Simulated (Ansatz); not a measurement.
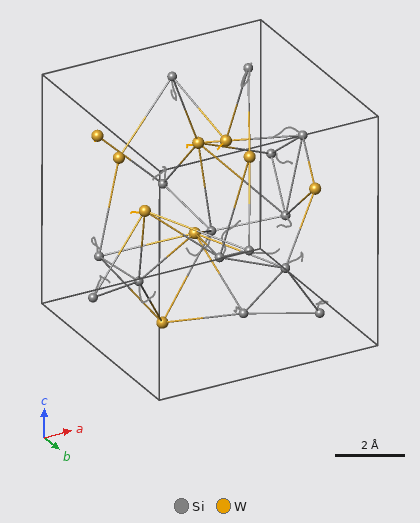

A Born-Oppenheimer molecular dynamics run of an amorphous cell of composition Si5W3 (24 atoms in the cell), 72 fs long. Lines trace each atom's path, in the colour of its element; spheres stand at the starting positions. Seen from a free direction in the simulation cell.

Method: DFT PBE, scalar-relativistic, plane waves, PAW in Ansatz. Run with plane-wave cutoff 320 eV; k-point mesh 1 × 1 × 1; Fermi-Dirac smearing 0.305 eV; volume 1.05 times that of the relaxed crystal; set temperature 3540 K; time step 3 fs.

The input:
```yaml
crystal:
  lattice:
    - [7.204199, -0.081882, 0.007051]
    - [-0.081882, 7.490234, 0.162359]
    - [0.007051, 0.162359, 7.495186]
  atoms:
    - { symbol: Si, position: [0.6219948429, 0.9160904245, 0.6229540014] }
    - { symbol: Si, position: [0.8067163913, 0.5716693301, 0.203134483] }
    - { symbol: Si, position: [0.1244983829, 0.7966959534, 0.8296238499] }
    - { symbol: Si, position: [0.8665205405, 0.1518669507, 0.0882312668] }
    - { symbol: Si, position: [0.9306092597, 0.0229289585, 0.8157989784] }
    - { symbol: Si, position: [0.5433957362, 0.7062958954, 0.1252504352] }
    - { symbol: Si, position: [0.3168042865, 0.8530842592, 0.6016509352] }
    - { symbol: Si, position: [0.5527635919, 0.9204906651, 0.9113210347] }
    - { symbol: Si, position: [0.20133259, 0.0609277086, 0.0030166746] }
    - { symbol: Si, position: [0.8088514844, 0.8613761581, 0.1286689525] }
    - { symbol: Si, position: [0.2832549911, 0.2978128586, 0.1549469452] }
    - { symbol: Si, position: [0.4860226793, 0.2017400468, 0.9602543779] }
    - { symbol: Si, position: [0.0636720378, 0.3672965828, 0.3457702535] }
    - { symbol: Si, position: [0.7907987763, 0.7465234829, 0.8611500355] }
    - { symbol: Si, position: [0.6406813303, 0.3205944559, 0.1833635604] }
    - { symbol: W, position: [0.1563843151, 0.7354327155, 0.1896923436] }
    - { symbol: W, position: [0.4301583582, 0.5006353856, 0.4158016964] }
    - { symbol: W, position: [0.9346777602, 0.0288567241, 0.4291212302] }
    - { symbol: W, position: [0.4239339128, 0.5404422203, 0.8286342611] }
    - { symbol: W, position: [0.9146427451, 0.6237646325, 0.5459586149] }
    - { symbol: W, position: [0.0077190299, 0.4564722219, 0.9232719845] }
    - { symbol: W, position: [0.6942874041, 0.2732259251, 0.6604469466] }
    - { symbol: W, position: [0.2436219706, 0.2011796532, 0.6629320916] }
    - { symbol: W, position: [0.4655344387, 0.0096152131, 0.2969733873] }
  symmetry: { detect: false }
basis:
  ecutwfc: 320
  xc_grid: 1
kpoints:
  mp_grid: { grid: [1, 1, 1], shift: [0.25, 0.25, 0.25] }
hamiltonian:
  xc: pbe
scf:
  occupations: { method: fermi_dirac, width: 0.3051 }
  lower_state_search: "off"
  convergence: { dr2_threshold: 1.0e-05 }
output:
  forces: true
  stress: true
md:
  timestep: 3.0
  n_steps: 24
  ensemble: nvt_langevin
  friction: 0.03
  temperature: 3540.0
  initial_velocities: maxwell_boltzmann
  seed: 9304
```

Launched with:
```bash
ansatz run input.yaml --threads 2 --pin off --max-ram 5120MiB --backend cpu --events-out ev --progress --plain --runs-dir out
```

How do the atoms move?

In the second half of the run the atoms are, in the root-mean-square, this far from where they began (common drift taken out): Si 0.71 Å, W 0.28 Å. The run lasts only 72 fs, too short to tell vibration from diffusion. Bond changes: 7 Si–Si bonds break between 21 fs and 72 fs; one Si–Si bond forms at about 54 fs.

Limits of the set-up: the cutoff lies below the recommended one; the periodic images lie only 7.2 Å apart, so the values are limited by the cell's size.

Cost: 2.6 min on 2 threads of AMD EPYC (Zen 3), with other jobs on the host, peak memory 0.53 GiB.
